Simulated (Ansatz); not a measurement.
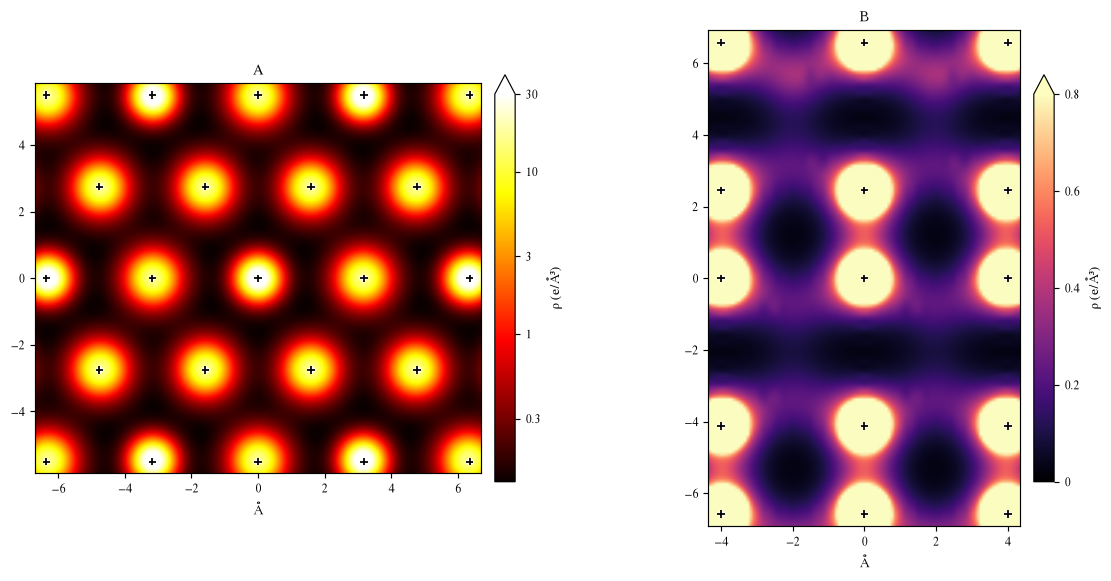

The valence charge density (pseudo) of 2 systems, each on a plane through atoms (crosses mark nuclei in the plane).

These are results of DFT r2SCAN, scalar-relativistic, plane waves, PAW in Ansatz, not measurements.

System 1: Ge, the (100) plane of the conventional cell. Space group Cm; a structure from a database of computed crystals, not necessarily the ambient phase; changed on purpose from its base cell (atom 5 (Ge) moved -0.200 A towards its neighbour atom 1 (Ge) at 2.454 A); not relaxed (largest force 1.7 eV/Å).

System 2: CoSn$_{3}$, the (111) plane of the cell of the magnetic structure. Space group Pm-3m; started from the Cu3Au (L1_2) prototype, which need not be the ambient phase; spin-polarised.

```cif
data_structure
_symmetry_space_group_name_H-M 'P 1'
_symmetry_Int_Tables_number 1
_cell_length_a 8.9871
_cell_length_b 8.9871
_cell_length_c 8.9871
_cell_angle_alpha 90.000
_cell_angle_beta 90.000
_cell_angle_gamma 90.000
_cell_volume 725.88
loop_
_atom_site_label
_atom_site_type_symbol
_atom_site_fract_x
_atom_site_fract_y
_atom_site_fract_z
_atom_site_occupancy
Sn1 Sn 0.00000 0.25000 0.25000 1
Sn2 Sn 0.00000 0.75000 0.75000 1
Sn3 Sn 0.50000 0.25000 0.75000 1
Sn4 Sn 0.50000 0.75000 0.25000 1
Sn5 Sn 0.25000 0.00000 0.25000 1
Sn6 Sn 0.25000 0.50000 0.75000 1
Sn7 Sn 0.75000 0.00000 0.75000 1
Sn8 Sn 0.75000 0.50000 0.25000 1
Sn9 Sn 0.25000 0.25000 0.00000 1
Sn10 Sn 0.25000 0.75000 0.50000 1
Sn11 Sn 0.75000 0.25000 0.50000 1
Sn12 Sn 0.75000 0.75000 0.00000 1
Co1 Co 0.00000 0.00000 0.00000 1
Co2 Co 0.00000 0.50000 0.50000 1
Co3 Co 0.50000 0.00000 0.50000 1
Co4 Co 0.50000 0.50000 0.00000 1
Sn13 Sn 0.00000 0.25000 0.75000 1
Sn14 Sn 0.00000 0.75000 0.25000 1
Sn15 Sn 0.50000 0.25000 0.25000 1
Sn16 Sn 0.50000 0.75000 0.75000 1
Sn17 Sn 0.25000 0.00000 0.75000 1
Sn18 Sn 0.25000 0.50000 0.25000 1
Sn19 Sn 0.75000 0.00000 0.25000 1
Sn20 Sn 0.75000 0.50000 0.75000 1
Sn21 Sn 0.25000 0.25000 0.50000 1
Sn22 Sn 0.25000 0.75000 0.00000 1
Sn23 Sn 0.75000 0.25000 0.00000 1
Sn24 Sn 0.75000 0.75000 0.50000 1
Co5 Co 0.00000 0.00000 0.50000 1
Co6 Co 0.00000 0.50000 0.00000 1
Co7 Co 0.50000 0.00000 0.00000 1
Co8 Co 0.50000 0.50000 0.50000 1
```

### Which map belongs to which system?

Panel A is system 2, CoSn$_{3}$: the plane holds Co and Sn. Sn–Sn (3.18 Å): the density is about 0.19 e/Å³ at the midpoint. Panel B is system 1, Ge: the plane holds Ge. Ge–Ge (2.45 Å): ρ is about 0.53 e/Å³ halfway.
